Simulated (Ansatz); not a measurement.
# Single-point calculation of TiNi

System: TiNi (Pm-3m, 2 atoms in the cell).
Method: DFT, r2SCAN, PAW with Ansatz's default frozen-core files, scalar-relativistic, spin-polarised (Ansatz 0.2.0).

The structure derives from a Materials Project entry. It belongs to a series of runs on one base structure; here: total moment held at 0.3 μB, PAW files.

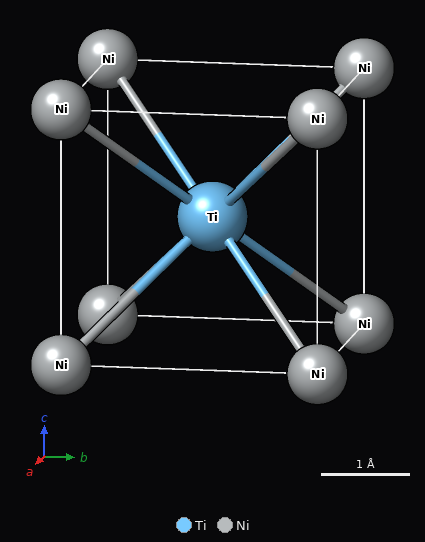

*The structure as given in the input (ball-and-stick view of the cell of the calculation, seen slightly off an axis).*

Near neighbours in the crystal (not all of them lie inside the picture): Ti has 8 Ni at 2.59 Å; Ni has 8 Ti at 2.59 Å.

Key numbers:

| quantity | value |
| --- | --- |
| outcome | converged |
| space group (tolerance 0.01 Å) | Pm-3m (221) |
| electrons treated | 30 |
| free energy | −8350.3403 eV |
| Fermi energy | 16.432 eV |
| net moment of the cell | 0.30 μB |
| integrated absolute moment | 0.30 μB |
| pressure | 0.18 GPa |
| largest force (length of the vector) | under 0.001 eV/Å |
| hardware | 1 thread of Arm Neoverse V1, 24 GiB of memory available, shared host |
| wall time | 16 s |
| peak memory | 0.41 GiB |

Remarks:

The program warns: the fixed-moment state was not checked against others; the state was not tested for a lower one; the SCF threshold is looser than advised for the printed stress.

Input file:
```yaml
crystal:
  lattice:
    - [2.98806613, 0.0, 0.0]
    - [0.0, 2.98806613, 0.0]
    - [0.0, 0.0, 2.98806613]
  atoms:
    - { symbol: Ti, position: [0.5, 0.5, 0.5], spin: 0.15 }
    - { symbol: Ni, position: [0.0, 0.0, 0.0], spin: 0.15 }
magnetization:
  spin_polarized: true
  initial_magnetization: 0.3
  spin_locking: { lock_magnetization: hard }
kpoints:
  mp_grid: { grid: [11, 11, 11] }
scf:
  occupations: { method: fermi_dirac, width: 0.05 }
  lower_state_search: "off"
hamiltonian:
  xc: r2scan
  pseudopotentials: { kind: paw }
output:
  forces: true
  stress: true
  eigenvalues: true
```

Launched with:
```bash
ansatz run input.yaml --threads 1 --pin off --max-ram 3072MiB --backend cpu --events-out ev --progress --plain --runs-dir out
```

Log:
```
Warning: This run holds its total moment fixed (magnetization.spin_locking.lock_magnetization: hard) and mixes its density by anderson or broyden (scf.mixing.algorithm, typed or taken by auto). Slabs with a fixed moment have converged under broyden above another state at the same moment, at the default mixing steps and at smaller ones, and under scf.lower_state_search: standard, light or off a state that such a mixer converges on is not tested for a lower one by that SCF's own steps. That does not show the result to be wrong. Run the deck again under scf.mixing.algorithm: msr1 (scf.max_iter of 400 or more; without the keys that msr1 refuses, which its refusal names) and compare the two as scf.mixing.restart in the input reference says. Such a run need not converge: where no other run does, the state stands unchecked
Warning: output.stress: scf.convergence.dr2_threshold = 1e-7 eV (the SCF's general default) is looser than the 2e-10 eV advised for a printed stress (1e-10 eV for each atom of the cell: 2). What an SCF threshold leaves in a stress goes as its square root, and in the free energy as the threshold itself, and one threshold admits the most on a small cell: of the crystals measured, under no hybrid functional and no lock of the moments, on runs that ended without the residual-converged pass, on stresses that held no estimate of that error, the worst erred by over 100 MPa in a component at 1e-7 eV an atom and by under 5 at 1e-10. Set scf.convergence.dr2_threshold to 2e-10 eV or tighter. The threshold is an SCF's pass mark: one that does not reach it within its budget of iterations ends unconverged, or closes short of it on a stop that the run arms, and scf.convergence.dr2_threshold's page says what that costs each kind of run
Engine: ansatz 0.2.0, aarch64-unknown-linux-gnu
Pseudopotentials: kind: paw
Pseudopotential: Ti, paw, valence charge 12, recommended cutoff 500 eV (meta_gga), Ti.paw.azcp
Pseudopotential: Ni, paw, valence charge 18, recommended cutoff 500 eV (meta_gga), Ni.paw.azcp
Functional definition: r2SCAN
  parameter k0 = 0.174
  parameter k1 = 0.065
  parameter a1 = 4.9479
  exchange = r2scan_x(k0 = k0, k1 = k1, a1 = a1)
  correlation = r2scan_c
Crystal: 2 atoms, lattice volume = 26.679 Å³
Basis set: ecut = 500 eV, 691 PW (Γ), exchange–correlation on 96×96×96 points (64 copies of the dense FFT grid, shifted against one another)
Bands: 20, of which v1, the nominal top of the filled ones, is band 15 counted from 1 (14 counted from 0)
Symmetry: 48 space group operations
Space group: Pm-3m (ITA 221), of the structure as read, at distance tolerance 3.0e-5 Å
Magnetic group: BNS 221.92 (UNI 1594), of the structure as read, at distance tolerance 3.0e-5 Å
k-points: 56 of 1331
Non-local potential: Ti, projectors of the file, l = 0: 3, l = 1: 2, l = 2: 3, l = 3: 1
Non-local potential: Ni, projectors of the file, l = 0: 3, l = 1: 2, l = 2: 3, l = 3: 1
PAW form: soft (Blöchl's): semilocal exchange-correlation on the pseudo side does not see the compensation charge
PAW frozen core: Ti, regenerated for the run's functional (the file was generated under x = pbe(κ = 0.804, μ = 0.2195149727645171), c = pbe(β = 0.06672455060314922))
PAW frozen core: Ni, regenerated for the run's functional (the file was generated under x = pbe(κ = 0.804, μ = 0.2195149727645171), c = pbe(β = 0.06672455060314922))
PAW one-centre angular grid: Ti, 590 points (default); XC on 160 Gauss nodes
PAW one-centre angular grid: Ni, 590 points (default); XC on 160 Gauss nodes
Initial density: superposition of atomic densities (chi_scale 0.1, normalization cell)
Starting moments: Σ|m| = 0.3 μB on 2 of 2 sites
Initial wavefunctions: pseudopotential atomic-orbital guess
Functional: x = r2scan, c = r2scan; τ floored in thin density (d = 2e-4 eV/Å³)
SCF iter   1: F=—  HF=-8351.816965 eV  |F-HF|=—  |Δ(HF+E_count)|=         —  Δρ=1.03e-1 (↑9.62e-2 ↓1.03e-1)  dr2=1.20e1  dr2_τ=5.15e-2  dr2_m=1.01e-2  M=0.300 μB ∫|m|=0.300 μB  β_m=1.20  ethr=3.10e-3  ⟨swp⟩=3.6  Hψ=8439  notcnv=0
preconditioner: auto → none  [metal: Δε(μ)=0.013 eV  Ē_g=6.714 eV  σ=0.050 eV  W_gap=0.06  n_scr=6 (ndim 8)  ℏωp=26.9 eV  f_vac=0.000  D(μ)=1.65/eV (n_scr^D=18)  sad-step TF]
SCF iter   2: F=—  HF=-8350.648773 eV  |F-HF|=—  |Δ(HF+E_count)|=    1.17e0  Δρ=5.41e-2 (↑4.53e-2 ↓5.41e-2)  dr2=1.41e0  dr2_τ=1.73e-2  dr2_m=5.44e-3  M=0.300 μB ∫|m|=0.300 μB  β_m=1.20  ethr=3.10e-3  ⟨swp⟩=3.2  Hψ=5705  notcnv=0  κ⁻¹=1.0e0(r=1)
SCF iter   3: F=—  HF=-8350.357490 eV  |F-HF|=—  |Δ(HF+E_count)|=   2.91e-1  Δρ=2.02e-2 (↑1.60e-2 ↓2.02e-2)  dr2=4.61e-1  dr2_τ=1.37e-3  dr2_m=1.37e-3  M=0.300 μB ∫|m|=0.300 μB  β_m=1.20  ethr=3.10e-3  ⟨swp⟩=2.5  Hψ=4542  notcnv=0  κ⁻¹=3.5e-2(r=2)
SCF iter   4: F=—  HF=-8350.331827 eV  |F-HF|=—  |Δ(HF+E_count)|=   2.57e-2  Δρ=9.18e-3 (↑7.46e-3 ↓9.18e-3)  dr2=3.56e-2  dr2_τ=7.41e-4  dr2_m=2.71e-4  M=0.300 μB ∫|m|=0.301 μB  β_m=1.20  ethr=1.54e-3  ⟨swp⟩=2.0  Hψ=3117  notcnv=0  κ⁻¹=7.7e-4(r=3)
SCF iter   5: F=—  HF=-8350.338579 eV  |F-HF|=—  |Δ(HF+E_count)|=   6.75e-3  Δρ=7.22e-3 (↑5.45e-3 ↓7.22e-3)  dr2=4.72e-2  dr2_τ=1.25e-4  dr2_m=2.41e-4  M=0.300 μB ∫|m|=0.301 μB  β_m=1.20  ethr=1.19e-4  ⟨swp⟩=2.6  Hψ=4230  notcnv=0  κ⁻¹=2.0e-4(r=4)
SCF iter   6: F=—  HF=-8350.340526 eV  |F-HF|=—  |Δ(HF+E_count)|=   1.95e-3  Δρ=4.87e-3 (↑4.06e-3 ↓4.87e-3)  dr2=2.02e-2  dr2_τ=7.05e-5  dr2_m=4.47e-5  M=0.300 μB ∫|m|=0.302 μB  β_m=1.20  ethr=1.19e-4  ⟨swp⟩=2.0  Hψ=3066  notcnv=0  κ⁻¹=1.4e-5(r=5)
SCF iter   7: F=—  HF=-8350.339999 eV  |F-HF|=—  |Δ(HF+E_count)|=   5.27e-4  Δρ=9.54e-4 (↑8.54e-4 ↓9.54e-4)  dr2=6.61e-4  dr2_τ=4.64e-6  dr2_m=1.15e-6  M=0.300 μB ∫|m|=0.302 μB  β_m=1.20  ethr=6.72e-5  ⟨swp⟩=2.0  Hψ=2976  notcnv=0  κ⁻¹=9.0e-7(r=6)
SCF iter   8: F=—  HF=-8350.340467 eV  |F-HF|=—  |Δ(HF+E_count)|=   4.69e-4  Δρ=1.41e-3 (↑1.21e-3 ↓1.41e-3)  dr2=1.83e-3  dr2_τ=5.69e-6  dr2_m=2.98e-6  M=0.300 μB ∫|m|=0.302 μB  β_m=1.20  ethr=2.20e-6  ⟨swp⟩=2.5  Hψ=3592  notcnv=0  κ⁻¹=1.4e-7(r=7)
SCF iter   9: F=—  HF=-8350.340305 eV  |F-HF|=—  |Δ(HF+E_count)|=   1.62e-4  Δρ=3.02e-4 (↑2.72e-4 ↓3.02e-4)  dr2=6.78e-5  dr2_τ=1.61e-7  dr2_m=7.76e-8  M=0.300 μB ∫|m|=0.302 μB  β_m=1.20  ethr=2.20e-6  ⟨swp⟩=1.6  Hψ=2530  notcnv=0  κ⁻¹=2.3e-8(r=8)
SCF iter  10: F=—  HF=-8350.340332 eV  |F-HF|=—  |Δ(HF+E_count)|=   2.76e-5  Δρ=1.69e-4 (↑1.58e-4 ↓1.69e-4)  dr2=2.17e-5  dr2_τ=4.19e-8  dr2_m=1.14e-8  M=0.300 μB ∫|m|=0.302 μB  β_m=1.20  ethr=2.26e-7  ⟨swp⟩=1.1  Hψ=2343  notcnv=0  κ⁻¹=2.5e-8(r=8)
SCF iter  11: F=—  HF=-8350.340339 eV  |F-HF|=—  |Δ(HF+E_count)|=   6.74e-6  Δρ=5.32e-5 (↑5.32e-5 ↓4.94e-5)  dr2=2.21e-6  dr2_τ=3.70e-9  dr2_m=4.66e-9  M=0.300 μB ∫|m|=0.302 μB  β_m=1.20  ethr=7.24e-8  ⟨swp⟩=1.4  Hψ=2733  notcnv=0  κ⁻¹=1.4e-8(r=8)
iter 12 did not close the SCF: its close was put off for a magnetic moment that had not settled (scf_convergence_deferred on its scf_iter line)
SCF iter  12: F=-8350.340339 eV  HF=-8350.340339 eV  |F-HF|=5.14e-8  |Δ(HF+E_count)|=   1.07e-7  Δρ=1.03e-5 (↑1.03e-5 ↓4.60e-6)  dr2=3.79e-8  dr2_τ=3.02e-10  dr2_m=3.83e-9  M=0.300 μB ∫|m|=0.302 μB  β_m=1.20  ethr=3.33e-10  ⟨swp⟩=3.6  Hψ=8866  notcnv=0  κ⁻¹=1.3e-8(r=8)
iter 13 did not close the SCF: its close was put off for a magnetic moment that had not settled (scf_convergence_deferred on its scf_iter line)
SCF iter  13: F=-8350.340339 eV  HF=-8350.340339 eV  |F-HF|=6.67e-8  |Δ(HF+E_count)|=   3.29e-8  Δρ=7.82e-6 (↑3.70e-6 ↓7.82e-6)  dr2=2.31e-8  dr2_τ=3.92e-11  dr2_m=1.31e-9  M=0.300 μB ∫|m|=0.302 μB  β_m=1.20  ethr=1.26e-10  ⟨swp⟩=2.8  Hψ=7719  notcnv=0  κ⁻¹=9.8e-9(r=8)
iter 14 did not close the SCF: its close was put off for a magnetic moment that had not settled (scf_convergence_deferred on its scf_iter line)
SCF iter  14: F=-8350.340339 eV  HF=-8350.340339 eV  |F-HF|=6.13e-9  |Δ(HF+E_count)|=   5.91e-8  Δρ=8.49e-6 (↑4.48e-6 ↓8.49e-6)  dr2=3.54e-8  dr2_τ=6.34e-11  dr2_m=1.01e-9  M=0.300 μB ∫|m|=0.302 μB  β_m=1.20  ethr=7.71e-11  ⟨swp⟩=2.4  Hψ=7461  notcnv=0  κ⁻¹=1.7e-8(r=8)
iter 15 did not close the SCF: its close was put off for a magnetic moment that had not settled (scf_convergence_deferred on its scf_iter line)
SCF iter  15: F=-8350.340339 eV  HF=-8350.340339 eV  |F-HF|=3.41e-9  |Δ(HF+E_count)|=   8.93e-9  Δρ=7.36e-6 (↑3.79e-6 ↓7.36e-6)  dr2=2.71e-8  dr2_τ=5.00e-11  dr2_m=7.92e-10  M=0.300 μB ∫|m|=0.302 μB  β_m=1.20  ethr=7.71e-11  ⟨swp⟩=2.2  Hψ=6388  notcnv=0  κ⁻¹=1.4e-9(r=8)
iter 16 did not close the SCF: its close was put off for a magnetic moment that had not settled (scf_convergence_deferred on its scf_iter line)
SCF iter  16: F=-8350.340339 eV  HF=-8350.340339 eV  |F-HF|=6.35e-10  |Δ(HF+E_count)|=   1.31e-8  Δρ=5.34e-6 (↑2.75e-6 ↓5.34e-6)  dr2=1.46e-8  dr2_τ=2.46e-11  dr2_m=4.15e-10  M=0.300 μB ∫|m|=0.302 μB  β_m=1.20  ethr=7.71e-11  ⟨swp⟩=2.2  Hψ=6599  notcnv=0  κ⁻¹=7.9e-10(r=8)
SCF iter  17: F=-8350.340339 eV  HF=-8350.340339 eV  |F-HF|=1.49e-9  |Δ(HF+E_count)|=   9.32e-9  Δρ=1.55e-6 (↑4.57e-7 ↓1.55e-6)  dr2=8.85e-10  dr2_τ=4.02e-12  dr2_m=8.02e-11  M=0.300 μB ∫|m|=0.302 μB  ethr=4.88e-11  ⟨swp⟩=2.1  Hψ=6647  notcnv=0
SCF 1 converged in 17 iterations: F = -8350.340339 eV  dr2 = 8.85e-10
  greatest PAW one-centre occupation: 1.001 electrons in one spin orbital (limit 2), on the Ni atom at site 1 (counted from 0), in its partial waves of l = 1
```

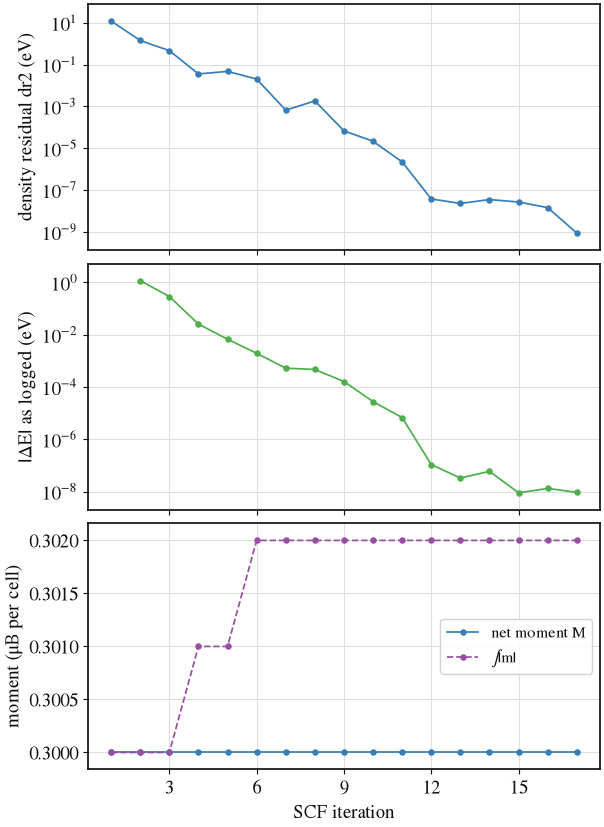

*Convergence of the self-consistent field: density residual dr2, size of the energy change and magnetic moment against the SCF iteration.*

The residual comes down, with one marked jump up, by a factor of about 3, at step 8. The net moment stays at 0.3 μB per cell.

```
this state was not tested for a lower state beside it, because the mixer in use, unlike msr1, does not test its closes by its own steps (another_mixer; see scf.mixing.algorithm and scf.lower_state_search)
SCF converged after 17 iterations
Magnetization: 0.3000 μB (15.1500 up, 14.8500 down)
Absolute magnetization: 0.3018 μB (∫|ρ↑−ρ↓|, with the PAW one-centre terms)
Spin contamination: 0.0016 ħ² per cell (⟨S²⟩ above its minimum at these occupations)
Per-site moments (μB) at R_I (Å): [(0.1463699538038988, 1.0674432354167402), (0.10543262521375758, 1.0674432354167402)]
Free energy (F): -8350.340339 eV
Harris-Foulkes:  -8350.340339 eV  (|F-HF|=1.49e-9)
Internal energy: -8350.316965 eV  (E = F + TS)
E sigma→0 (E₀):  -8350.328652 eV
Entropy (-TS):   -0.023375 eV (-11.687 meV/atom)
Fermi energy:    16.431843 (↑ 16.440648, ↓ 16.423038) eV
--- Per-component energies (eV) ---
  E_band       = -483.655952
  E_kinetic    = 556.247807
  E_local      = -4575.746232  (includes V_loc(G=0)·N_el)
  E_nonlocal   = 644.597915
  E_hartree    = 1931.572029
  E_xc         = -172.691115
  E_vxc        = -251.662512  (∫ρ·V_xc dr)
  E_paw        = -2699.495278  (= ΣΔE_a)
  E_vpaw       = -738.425985  (= ΣTr[D̂ρ^β])
  E_aug_tail   = 0.000315  (compensation charges beyond the density's cutoff)
  E_vtau       = 18.186694  (kinetic-family band-sum trace: ∫τ·v_τ [+ j·A + Jᵃ·Aᵃ] dr)
  E_ewald      = -4034.248881
  E_core_change = -0.553526  (= ΣΔE_core)
  E_smearing   = -0.023375  (= −TS)
  E_closure    = -0.000000  (closes the sum)
  Σ components = -8350.340339   (vs F -8350.340339, Δ=0.00e0)
--- Forces (eV/Å), atoms counted from 1 ---
  atom   1  Ti     0.00000000     0.00000000    -0.00000000
  atom   2  Ni    -0.00000000     0.00000000     0.00000000
  max |Σ_I F_I| component: 3.27e-29 eV/Å
--- Stress (GPa, compression-positive) ---
        0.177845       0.000000       0.000000
        0.000000       0.177845       0.000000
        0.000000       0.000000       0.177845
  P = ⅓ Tr σ = 0.1778 GPa (1.778 kbar)
--- Band table (eV; the first three rows and the last of 112) ---
  k-point 0 ↑: bands = ["-90.8483", "-49.7521", "-49.7521", "-49.7521", "-43.2799", "-18.3163", "-18.3163", "-18.3163", "8.0494", "12.2531", "12.2531", "14.3223", "14.3223", "14.3223", "16.8263", "16.8263", "19.0790", "19.0790", "19.0790", "25.4121"]
  k-point 1 ↑: bands = ["-90.8482", "-49.7534", "-49.7520", "-49.7520", "-43.2772", "-18.3412", "-18.3144", "-18.3144", "8.2188", "12.3197", "12.3216", "14.3095", "14.3095", "14.3452", "16.7567", "16.8510", "18.8584", "18.8584", "19.0520", "24.5893"]
  k-point 2 ↑: bands = ["-90.8480", "-49.7570", "-49.7517", "-49.7517", "-43.2698", "-18.4076", "-18.3094", "-18.3094", "8.7131", "12.4896", "12.5188", "14.2775", "14.2775", "14.4080", "16.5557", "16.8786", "18.3442", "18.3442", "18.9780", "22.9604"]
  k-point 55 ↓: bands = ["-90.6892", "-49.6106", "-49.6105", "-49.6105", "-42.9994", "-18.3456", "-18.3453", "-18.3453", "13.4113", "13.4789", "13.4789", "14.0963", "14.1375", "14.1375", "15.3609", "15.3609", "19.7708", "19.7708", "23.1449", "23.7796"]
```
